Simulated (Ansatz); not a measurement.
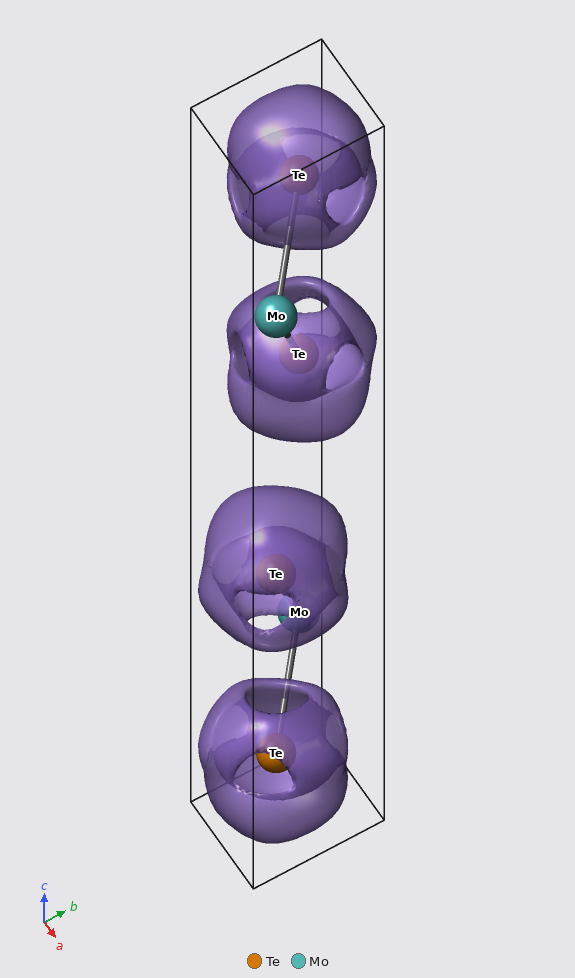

Figure. Te$_{2}$Mo. Isosurface of the electron localisation function at 0.55 (purple), seen at an oblique angle. Core shells and regions of very low density are left out. Sticks mark near contacts.

Space group P6₃/mmc; computed without spin polarisation.

Method: Ansatz, DFT r2SCAN, scalar-relativistic, plane waves, PAW.

In a PAW calculation such maps are meaningful between the atoms, not at the nuclei.

Where are the electrons localised?

The surface consists of four regions wrapped around Te (the valence shell of each), counted in one cell of 6 atoms. Regions shared between cells count once.

Values along the shortest contacts:
Te–Mo (2.72 Å): the ELF is about 0.55 at the midpoint.
